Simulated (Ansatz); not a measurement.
System: TaN.

```cif
data_structure
_symmetry_space_group_name_H-M 'P 1'
_symmetry_Int_Tables_number 1
_cell_length_a 2.9047
_cell_length_b 2.9047
_cell_length_c 2.8589
_cell_angle_alpha 90.000
_cell_angle_beta 90.000
_cell_angle_gamma 120.000
_cell_volume 20.89
loop_
_atom_site_label
_atom_site_type_symbol
_atom_site_fract_x
_atom_site_fract_y
_atom_site_fract_z
_atom_site_occupancy
Ta1 Ta 0.33333 0.66667 0.50000 1
N1 N 0.00000 0.00000 0.00000 1
```

Space group P-6m2; changed on purpose from its base cell (volume × 0.97, shape and atoms relaxed); computed pressure about 12 GPa in this cell.

These are results of Ansatz, DFT r2SCAN, scalar-relativistic, plane waves, PAW, not measurements.

Q: What can the converged valence pseudo-density and electron localisation function tell about the bonding?

A: Ta–N (2.20 Å): the density is about 0.56 e/Å³ at the midpoint; the ELF peaks at about 0.80 in the valence shell of N, 0.7 Å from its nucleus, and is about 0.20 at the midpoint (no shared electron pair shows on this line).
Ta–Ta (2.86 Å): the density is about 0.3 e/Å³ at the midpoint; the ELF is about 0.25 at the midpoint; no shared electron pair shows on this line.
The ELF has a maximum of about 0.85 in the space between the atoms, on no atom or two-centre bond.

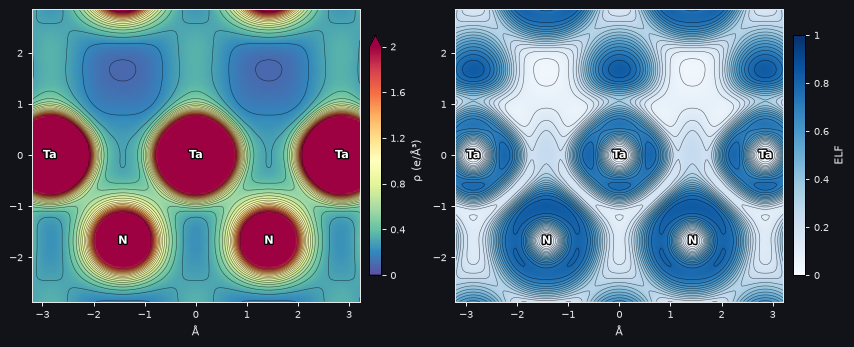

Computed valence pseudo-density and electron localisation function on the (110) plane of the conventional cell, in this order. 

Core electrons are frozen (PAW), and the valence fields are smoothed inside the atomic spheres.
